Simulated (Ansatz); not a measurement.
## Geometry relaxation, with input and output: TaN (part 1 of 2)

TaN (Cmmm, 6 atoms in the cell), computed with DFT PBE, scalar-relativistic, plane waves, PAW, no spin polarisation (Ansatz 0.2.0).

The structure was made by a generator, so it may or may not be a known phase. Figures and captions count atoms from 1; the log counts them from 0 in places.

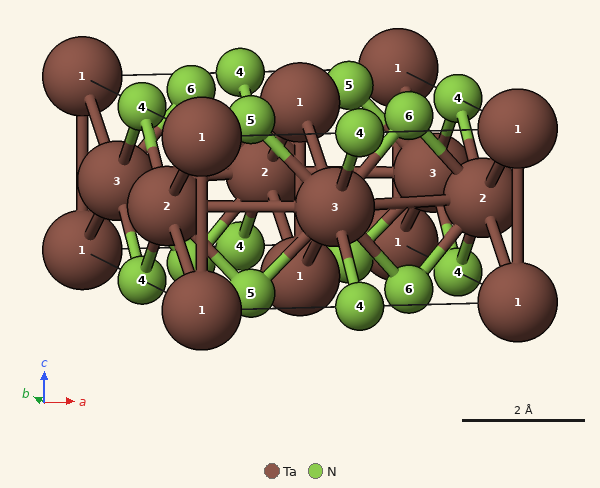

*The structure as given in the input (ball-and-stick view of the cell 2 times as large as that of the calculation, set on its symmetry axes, seen slightly off an axis; atoms are numbered from 1 in the order of the input). An atom can appear more than once, as a periodic image.*

### Input file
```yaml
crystal:
  lattice:
    - [2.65822663, -4.44795572, 0.0]
    - [2.65822663, 4.44795572, 0.0]
    - [0.0, 0.0, 2.86850013]
  atoms:
    - { symbol: Ta, position: [0.0, 0.0, 0.0] }
    - { symbol: Ta, position: [0.7089308, 0.2910692, 0.5] }
    - { symbol: Ta, position: [0.2910692, 0.7089308, 0.5] }
    - { symbol: "N", position: [0.5, 0.5, 0.0] }
    - { symbol: "N", position: [0.0, 0.5, 0.0] }
    - { symbol: "N", position: [0.5, 0.0, 0.0] }
basis:
  ecutwfc: 420
kpoints:
  mp_grid: { grid: [4, 4, 6] }
hamiltonian:
  xc: pbe
scf:
  occupations: { method: gaussian, width: 0.1 }
  lower_state_search: "off"
output:
  forces: true
  stress: true
  eigenvalues: true
relax:
  adjacent_minimum: "off"
  f_tol: 0.04
  max_steps: 70
  cell: { stress_tol: 0.4 }
```

Launch command:
```bash
ansatz run input.yaml --threads 1 --pin off --max-ram 2560MiB --backend cpu --events-out ev --progress --plain --runs-dir out
```

### Output
```
Engine: ansatz 0.2.0, x86_64-unknown-linux-gnu
Pseudopotentials: kind: paw
Pseudopotential: Ta, paw, valence charge 13, recommended cutoff 420 eV (normal), Ta.paw.azcp
Pseudopotential: N, paw, valence charge 5, recommended cutoff 420 eV (normal), N.paw.azcp
Functional definition: PBE
  parameter kappa = 0.804
  parameter beta = 0.06672455060314922
  exchange = pbe_x(kappa = kappa, mu = beta*pi^2/3)
  correlation = pbe_c(beta = beta)
Crystal: 6 atoms, lattice volume = 67.832 Å³
Basis set: ecut = 420 eV, 1299 PW (Γ), exchange–correlation on 72×72×40 points (8 copies of the dense FFT grid, shifted against one another)
Bands: 33, of which v1, the nominal top of the filled ones, is band 27 counted from 1 (26 counted from 0)
Symmetry: 8 space group operations
Space group: Cmmm (ITA 65), of the structure as read, at distance tolerance 4.1e-5 Å
k-points: 28 of 96
Non-local potential: Ta, projectors of the file, l = 0: 3, l = 1: 2, l = 2: 2, l = 3: 1
Non-local potential: N, projectors of the file, l = 0: 2, l = 1: 2, l = 2: 1
PAW form: soft (Blöchl's): semilocal exchange-correlation on the pseudo side does not see the compensation charge
PAW one-centre angular grid: Ta, 590 points (default); XC on 64 Gauss nodes
PAW one-centre angular grid: N, 110 points (default); XC on 64 Gauss nodes
Initial density: superposition of atomic densities (neutral atoms: chi_scale 0, normalization atom), corrected by the library's trained network
Initial wavefunctions: pseudopotential atomic-orbital guess
Functional: x = pbe(κ = 0.804, μ = 0.2195149727645171), c = pbe(β = 0.06672455060314922)
SCF iter   1: F=—  HF=-30949.566013 eV  |F-HF|=—  |Δ(HF+E_count)|=         —  Δρ=1.10e-2  dr2=7.88e-2  ethr=1.77e-3  ⟨swp⟩=5.4  Hψ=3793  notcnv=0
preconditioner: auto → Kerker (q_TF=auto, 2.627 Å⁻¹)  [metal: Δε(μ)=0.030 eV  Ē_g=8.878 eV  σ=0.100 eV  W_gap=0.17  n_scr=26 (ndim 8)  ℏωp=24.7 eV  f_vac=0.000  D(μ)=2.81/eV (n_scr^D=26)]
SCF iter   2: F=—  HF=-30949.551767 eV  |F-HF|=—  |Δ(HF+E_count)|=   1.42e-2  Δρ=5.18e-3  dr2=1.13e-2  ethr=1.46e-4  ⟨swp⟩=2.0  Hψ=1244  notcnv=0  defer=1
SCF iter   3: F=—  HF=-30949.550240 eV  |F-HF|=—  |Δ(HF+E_count)|=   1.53e-3  Δρ=1.79e-3  dr2=1.47e-3  ethr=2.10e-5  ⟨swp⟩=1.9  Hψ=966  notcnv=0  defer=1
SCF iter   4: F=—  HF=-30949.550093 eV  |F-HF|=—  |Δ(HF+E_count)|=   1.47e-4  Δρ=3.50e-4  dr2=6.45e-5  ethr=2.73e-6  ⟨swp⟩=2.4  Hψ=1422  notcnv=0  defer=1
SCF iter   5: F=—  HF=-30949.550129 eV  |F-HF|=—  |Δ(HF+E_count)|=   3.58e-5  Δρ=1.45e-4  dr2=2.41e-5  ethr=1.19e-7  ⟨swp⟩=2.0  Hψ=1262  notcnv=0  defer=1
SCF iter   6: F=—  HF=-30949.550126 eV  |F-HF|=—  |Δ(HF+E_count)|=   3.11e-6  Δρ=6.08e-5  dr2=2.18e-6  ethr=4.46e-8  ⟨swp⟩=2.0  Hψ=1252  notcnv=0  defer=1
SCF iter   7: F=—  HF=-30949.550125 eV  |F-HF|=—  |Δ(HF+E_count)|=   3.89e-7  Δρ=1.93e-5  dr2=5.07e-7  ethr=4.04e-9  ⟨swp⟩=2.0  Hψ=1266  notcnv=0  defer=1
SCF iter   8: F=-30949.550125 eV  HF=-30949.550125 eV  |F-HF|=2.44e-8  |Δ(HF+E_count)|=   6.59e-8  Δρ=5.32e-6  dr2=4.10e-8  ethr=1.85e-10  ⟨swp⟩=7.5  Hψ=3748  notcnv=0
SCF 1 converged in 8 iterations: F = -30949.550125 eV  dr2 = 4.10e-8
  greatest PAW one-centre occupation: 0.999 electrons in one spin orbital (limit 2), on the Ta atom at site 2 (counted from 0), in its partial waves of l = 0
relax step   1: F+E_penalty+E_count = -30949.55012539 eV  Δ(F+E_penalty+E_count) = +0.000e0 eV  max|allowed force component| = 7.516e0 eV/Å  Δτ_max = 0.0000 Å  P = +31.783 GPa  Ω = 67.832 Å³  (8 SCF iters, dr2 threshold 1.00e-7 eV, accepted)
Crystal: 6 atoms, lattice volume = 71.181 Å³
Basis set: ecut = 420 eV, 1363 PW (Γ), exchange–correlation on 72×72×40 points (8 copies of the dense FFT grid, shifted against one another)
Initial density: handed on by an earlier stage of this run
Initial wavefunctions: those handed on with the density
iter 1 solved again at ethr=2.06e-3 eV; its pass at ethr=3.10e-3 eV (dr2=1.11e0 eV) is discarded
SCF iter   1: F=—  HF=-30952.442551 eV  |F-HF|=—  |Δ(HF+E_count)|=         —  Δρ=3.52e-2  dr2=1.11e0  ethr=2.06e-3  ⟨swp⟩=1.0  Hψ=5681  notcnv=0
preconditioner: auto → Resta (q_TF=auto, 2.606 Å⁻¹)  ε∞=8.5  [insulator: Δε(μ)=0.125 eV  Ē_g=8.787 eV  σ=0.100 eV  W_gap=0.51  n_scr=26 (ndim 8)  ℏωp=24.1 eV  f_vac=0.000  D(μ)=2.67/eV (n_scr^D=26)  ε∞_Penn≈8.5]
SCF iter   2: F=—  HF=-30952.263422 eV  |F-HF|=—  |Δ(HF+E_count)|=   1.79e-1  Δρ=1.36e-2  dr2=1.70e-1  ethr=2.06e-3  ⟨swp⟩=2.0  Hψ=1272  notcnv=0
preconditioner: auto → Kerker (q_TF=auto, 2.606 Å⁻¹)  [metal: Δε(μ)=0.097 eV  Ē_g=8.821 eV  σ=0.100 eV  W_gap=0.46  n_scr=26 (ndim 8)  ℏωp=24.1 eV  f_vac=0.000  D(μ)=2.18/eV (n_scr^D=10)]
SCF iter   3: F=—  HF=-30952.228498 eV  |F-HF|=—  |Δ(HF+E_count)|=   3.49e-2  Δρ=3.62e-3  dr2=1.48e-2  ethr=3.15e-4  ⟨swp⟩=2.1  Hψ=1343  notcnv=0  defer=14
SCF iter   4: F=—  HF=-30952.225007 eV  |F-HF|=—  |Δ(HF+E_count)|=   3.49e-3  Δρ=1.02e-3  dr2=6.90e-4  ethr=2.74e-5  ⟨swp⟩=2.0  Hψ=1236  notcnv=0  defer=15
SCF iter   5: F=—  HF=-30952.224835 eV  |F-HF|=—  |Δ(HF+E_count)|=   1.72e-4  Δρ=2.70e-4  dr2=6.68e-5  ethr=1.28e-6  ⟨swp⟩=2.0  Hψ=1316  notcnv=0  defer=15
SCF iter   6: F=—  HF=-30952.224804 eV  |F-HF|=—  |Δ(HF+E_count)|=   3.08e-5  Δρ=8.29e-5  dr2=5.91e-6  ethr=1.24e-7  ⟨swp⟩=2.0  Hψ=1270  notcnv=0  defer=19
SCF iter   7: F=-30952.224804 eV  HF=-30952.224804 eV  |F-HF|=3.72e-8  |Δ(HF+E_count)|=   2.42e-7  Δρ=1.58e-5  dr2=1.76e-7  ethr=1.11e-9  ⟨swp⟩=10.1  Hψ=4604  notcnv=0
SCF 2 converged in 7 iterations: F = -30952.224804 eV  dr2 = 1.76e-7
relax step   2: F+E_penalty+E_count = -30952.22480403 eV  Δ(F+E_penalty+E_count) = -2.675e0 eV  max|allowed force component| = 4.021e0 eV/Å  Δτ_max = 0.1949 Å  P = -0.407 GPa  Ω = 71.181 Å³  energy of the carried Pulay correction = -8.996e-3 eV  (7 SCF iters, dr2 threshold 6.00e-7 eV, accepted)
Crystal: 6 atoms, lattice volume = 70.273 Å³
Basis set: ecut = 420 eV, 1327 PW (Γ), exchange–correlation on 72×72×40 points (8 copies of the dense FFT grid, shifted against one another)
iter 1 solved again at ethr=1.66e-3 eV; its pass at ethr=3.10e-3 eV (dr2=8.98e-1 eV) is discarded
SCF iter   1: F=—  HF=-30953.194075 eV  |F-HF|=—  |Δ(HF+E_count)|=         —  Δρ=3.16e-2  dr2=9.14e-1  ethr=1.66e-3  ⟨swp⟩=1.0  Hψ=5478  notcnv=0
preconditioner: auto → Kerker (q_TF=auto, 2.611 Å⁻¹)  [metal: Δε(μ)=0.013 eV  Ē_g=9.107 eV  σ=0.100 eV  W_gap=0.07  n_scr=26 (ndim 8)  ℏωp=24.3 eV  f_vac=0.000  D(μ)=1.59/eV (n_scr^D=6)]
SCF iter   2: F=—  HF=-30953.050150 eV  |F-HF|=—  |Δ(HF+E_count)|=   1.44e-1  Δρ=1.19e-2  dr2=1.28e-1  ethr=1.66e-3  ⟨swp⟩=2.3  Hψ=1457  notcnv=0
preconditioner: auto → Resta (q_TF=auto, 2.611 Å⁻¹)  ε∞=8.1  [insulator: Δε(μ)=0.115 eV  Ē_g=9.102 eV  σ=0.100 eV  W_gap=0.58  n_scr=26 (ndim 8)  ℏωp=24.3 eV  f_vac=0.000  D(μ)=1.09/eV (n_scr^D=6)  ε∞_Penn≈8.1]
SCF iter   3: F=—  HF=-30953.025919 eV  |F-HF|=—  |Δ(HF+E_count)|=   2.42e-2  Δρ=4.69e-3  dr2=2.57e-2  ethr=2.38e-4  ⟨swp⟩=1.4  Hψ=1186  notcnv=0  defer=2
SCF iter   4: F=—  HF=-30953.019347 eV  |F-HF|=—  |Δ(HF+E_count)|=   6.57e-3  Δρ=9.16e-4  dr2=5.54e-4  ethr=4.76e-5  ⟨swp⟩=2.0  Hψ=1253  notcnv=0  defer=3
SCF iter   5: F=—  HF=-30953.019289 eV  |F-HF|=—  |Δ(HF+E_count)|=   5.81e-5  Δρ=5.70e-4  dr2=2.31e-4  ethr=1.03e-6  ⟨swp⟩=2.0  Hψ=1368  notcnv=0  defer=11
SCF iter   6: F=—  HF=-30953.019242 eV  |F-HF|=—  |Δ(HF+E_count)|=   4.69e-5  Δρ=8.81e-5  dr2=3.21e-6  ethr=4.28e-7  ⟨swp⟩=2.0  Hψ=1306  notcnv=0  defer=22
SCF iter   7: F=-30953.019243 eV  HF=-30953.019243 eV  |F-HF|=1.76e-7  |Δ(HF+E_count)|=   6.76e-7  Δρ=2.35e-5  dr2=3.76e-7  ethr=1.11e-9  ⟨swp⟩=10.6  Hψ=4526  notcnv=0
SCF 3 converged in 7 iterations: F = -30953.019243 eV  dr2 = 3.76e-7
relax step   3: F+E_penalty+E_count = -30953.01924290 eV  Δ(F+E_penalty+E_count) = -7.944e-1 eV  max|allowed force component| = 7.902e-1 eV/Å  Δτ_max = 0.1990 Å  P = -0.075 GPa  Ω = 70.273 Å³  energy of the carried Pulay correction = -6.601e-3 eV  (7 SCF iters, dr2 threshold 6.00e-7 eV, accepted)
Crystal: 6 atoms, lattice volume = 70.240 Å³
Basis set: ecut = 420 eV, 1331 PW (Γ), exchange–correlation on 72×72×40 points (8 copies of the dense FFT grid, shifted against one another)
iter 1 solved again at ethr=2.64e-5 eV; its pass at ethr=3.10e-3 eV (dr2=1.43e-2 eV) is discarded
SCF iter   1: F=—  HF=-30953.049138 eV  |F-HF|=—  |Δ(HF+E_count)|=         —  Δρ=4.28e-3  dr2=1.48e-2  ethr=2.64e-5  ⟨swp⟩=1.3  Hψ=4792  notcnv=0
preconditioner: auto → Resta (q_TF=auto, 2.611 Å⁻¹)  ε∞=8.1  [insulator: Δε(μ)=0.124 eV  Ē_g=9.108 eV  σ=0.100 eV  W_gap=0.50  n_scr=26 (ndim 8)  ℏωp=24.3 eV  f_vac=0.000  D(μ)=1.05/eV (n_scr^D=6)  ε∞_Penn≈8.1]
SCF iter   2: F=—  HF=-30953.046306 eV  |F-HF|=—  |Δ(HF+E_count)|=   2.83e-3  Δρ=1.38e-3  dr2=8.27e-4  ethr=2.64e-5  ⟨swp⟩=2.0  Hψ=1296  notcnv=0
SCF iter   3: F=—  HF=-30953.046143 eV  |F-HF|=—  |Δ(HF+E_count)|=   1.64e-4  Δρ=7.15e-4  dr2=2.72e-4  ethr=1.53e-6  ⟨swp⟩=2.2  Hψ=1297  notcnv=0
SCF iter   4: F=—  HF=-30953.046077 eV  |F-HF|=—  |Δ(HF+E_count)|=   6.57e-5  Δρ=7.83e-5  dr2=2.82e-6  ethr=5.04e-7  ⟨swp⟩=2.0  Hψ=1382  notcnv=0
SCF iter   5: F=—  HF=-30953.046078 eV  |F-HF|=—  |Δ(HF+E_count)|=   3.38e-7  Δρ=2.58e-5  dr2=7.03e-7  ethr=1.11e-9  ⟨swp⟩=7.7  Hψ=4253  notcnv=0
SCF iter   6: F=-30953.046077 eV  HF=-30953.046078 eV  |F-HF|=2.57e-8  |Δ(HF+E_count)|=   1.02e-7  Δρ=7.68e-6  dr2=3.97e-8  ethr=1.11e-9  ⟨swp⟩=4.3  Hψ=3003  notcnv=0
SCF 4 converged in 6 iterations: F = -30953.046077 eV  dr2 = 3.97e-8
relax step   4: F+E_penalty+E_count = -30953.04607749 eV  Δ(F+E_penalty+E_count) = -2.683e-2 eV  max|allowed force component| = 4.308e-4 eV/Å  Δτ_max = 0.0189 Å  P = -0.028 GPa  Ω = 70.240 Å³  energy of the carried Pulay correction = -6.514e-3 eV  (6 SCF iters, dr2 threshold 6.00e-7 eV, accepted)
Initial wavefunctions: pseudopotential atomic-orbital guess (no wavefunctions were taken with the density)
iter 1 solved again at ethr=8.19e-8 eV; its pass at ethr=3.10e-3 eV (dr2=4.42e-5 eV) is discarded
SCF iter   1: F=—  HF=-30953.054903 eV  |F-HF|=—  |Δ(HF+E_count)|=         —  Δρ=4.08e-4  dr2=8.42e-6  ethr=8.19e-8  ⟨swp⟩=3.1  Hψ=6143  notcnv=0
preconditioner: auto → Resta (q_TF=auto, 2.611 Å⁻¹)  ε∞=8.1  [insulator: Δε(μ)=0.132 eV  Ē_g=9.109 eV  σ=0.100 eV  W_gap=0.52  n_scr=26 (ndim 8)  ℏωp=24.3 eV  f_vac=0.000  D(μ)=1.04/eV (n_scr^D=6)  ε∞_Penn≈8.1]
SCF iter   2: F=—  HF=-30953.055046 eV  |F-HF|=—  |Δ(HF+E_count)|=   1.43e-4  Δρ=2.08e-4  dr2=2.14e-6  ethr=1.56e-8  ⟨swp⟩=2.0  Hψ=1300  notcnv=0
SCF iter   3: F=—  HF=-30953.055095 eV  |F-HF|=—  |Δ(HF+E_count)|=   4.87e-5  Δρ=5.56e-5  dr2=2.27e-7  ethr=3.95e-9  ⟨swp⟩=2.0  Hψ=1241  notcnv=0
SCF iter   4: F=-30953.055098 eV  HF=-30953.055098 eV  |F-HF|=3.35e-9  |Δ(HF+E_count)|=   3.03e-6  Δρ=3.45e-6  dr2=3.71e-9  ethr=7.11e-12  ⟨swp⟩=4.9  Hψ=4221  notcnv=0
SCF 5 converged in 4 iterations: F = -30953.055098 eV  dr2 = 3.71e-9
relax step   5: F+E_penalty+E_count = -30953.05509769 eV  Δ(F+E_penalty+E_count) = -9.020e-3 eV  max|allowed force component| = 8.268e-5 eV/Å  Δτ_max = 0.0000 Å  P = +0.177 GPa  Ω = 70.240 Å³  stress off target by 4.57e-1 GPa  SCF on the basis re-selected at this cell (its energy is not comparable with the rows above)  (4 SCF iters)
basis re-selected at this cell: Δ(F+E_penalty+E_count) = -9.020e-3 eV, ΔP = +0.206 GPa vs the last step (what re-selecting the basis moved, of the pressure what is left beyond the Pulay correction that the steps carried, after the strain that the cell walked since its last selection, with what the two solves' SCF thresholds leave and, on support functions, any second-order correction that the steps lacked; it is no measure of the basis error at this ecutwfc). This SCF's stress stands 4.57e-1 GPa from its target on what of the cell is left free (relax.cell.stress_tol is 4.00e-1 GPa) and its largest allowed force component is 8.27e-5 eV/Å (relax.f_tol is 4.00e-2 eV/Å): not within both, so this SCF does not close the relaxation
Crystal: 6 atoms, lattice volume = 70.285 Å³
Basis set: ecut = 420 eV, 1347 PW (Γ), exchange–correlation on 72×72×40 points (8 copies of the dense FFT grid, shifted against one another)
iter 1 solved again at ethr=1.18e-7 eV; its pass at ethr=3.10e-3 eV (dr2=6.38e-5 eV) is discarded
SCF iter   1: F=—  HF=-30953.055186 eV  |F-HF|=—  |Δ(HF+E_count)|=         —  Δρ=3.37e-4  dr2=7.38e-5  ethr=1.18e-7  ⟨swp⟩=3.2  Hψ=4912  notcnv=0
preconditioner: auto → Resta (q_TF=auto, 2.611 Å⁻¹)  ε∞=8.1  [insulator: Δε(μ)=0.134 eV  Ē_g=9.104 eV  σ=0.100 eV  W_gap=0.53  n_scr=26 (ndim 8)  ℏωp=24.3 eV  f_vac=0.000  D(μ)=1.03/eV (n_scr^D=6)  ε∞_Penn≈8.1]
SCF iter   2: F=—  HF=-30953.055169 eV  |F-HF|=—  |Δ(HF+E_count)|=   1.68e-5  Δρ=1.78e-4  dr2=2.21e-5  ethr=1.18e-7  ⟨swp⟩=2.2  Hψ=1290  notcnv=0
SCF iter   3: F=—  HF=-30953.055163 eV  |F-HF|=—  |Δ(HF+E_count)|=   6.29e-6  Δρ=6.76e-5  dr2=3.86e-6  ethr=4.09e-8  ⟨swp⟩=2.2  Hψ=1322  notcnv=0
SCF iter   4: F=-30953.055162 eV  HF=-30953.055162 eV  |F-HF|=1.68e-8  |Δ(HF+E_count)|=   7.97e-7  Δρ=1.37e-5  dr2=7.74e-8  ethr=9.68e-10  ⟨swp⟩=3.8  Hψ=3899  notcnv=0
SCF 6 converged in 4 iterations: F = -30953.055162 eV  dr2 = 7.74e-8
relax step   6: F+E_penalty+E_count = -30953.05516235 eV  Δ(F+E_penalty+E_count) = -6.467e-5 eV  max|allowed force component| = 1.193e-3 eV/Å  Δτ_max = 0.0009 Å  P = -0.004 GPa  Ω = 70.285 Å³  energy of the carried Pulay correction = -1.252e-4 eV  (4 SCF iters, dr2 threshold 5.23e-7 eV, accepted)
iter 1 solved again at ethr=8.32e-8 eV; its pass at ethr=3.10e-3 eV (dr2=4.49e-5 eV) is discarded
SCF iter   1: F=—  HF=-30953.055385 eV  |F-HF|=—  |Δ(HF+E_count)|=         —  Δρ=4.82e-5  dr2=1.19e-7  ethr=8.32e-8  ⟨swp⟩=3.2  Hψ=6128  notcnv=0
preconditioner: auto → Resta (q_TF=auto, 2.611 Å⁻¹)  ε∞=8.1  [insulator: Δε(μ)=0.137 eV  Ē_g=9.104 eV  σ=0.100 eV  W_gap=0.54  n_scr=26 (ndim 8)  ℏωp=24.3 eV  f_vac=0.000  D(μ)=1.04/eV (n_scr^D=6)  ε∞_Penn≈8.1]
SCF iter   2: F=—  HF=-30953.055387 eV  |F-HF|=—  |Δ(HF+E_count)|=   2.84e-6  Δρ=2.48e-5  dr2=4.08e-8  ethr=2.21e-10  ⟨swp⟩=2.0  Hψ=1658  notcnv=0
SCF iter   3: F=—  HF=-30953.055388 eV  |F-HF|=—  |Δ(HF+E_count)|=   9.49e-7  Δρ=2.70e-6  dr2=6.22e-9  ethr=7.55e-11  ⟨swp⟩=2.4  Hψ=1360  notcnv=0
SCF iter   4: F=-30953.055388 eV  HF=-30953.055388 eV  |F-HF|=2.85e-9  |Δ(HF+E_count)|=   3.83e-9  Δρ=1.50e-6  dr2=4.43e-10  ethr=7.11e-12  ⟨swp⟩=6.1  Hψ=3337  notcnv=0
SCF 7 converged in 4 iterations: F = -30953.055388 eV  dr2 = 4.43e-10
relax step   7: F+E_penalty+E_count = -30953.05538842 eV  Δ(F+E_penalty+E_count) = -2.261e-4 eV  max|allowed force component| = 1.185e-3 eV/Å  Δτ_max = 0.0000 Å  P = -0.003 GPa  Ω = 70.285 Å³  stress off target by 6.70e-3 GPa  SCF on the basis re-selected at this cell (its energy is not comparable with the rows above)  (4 SCF iters)
```
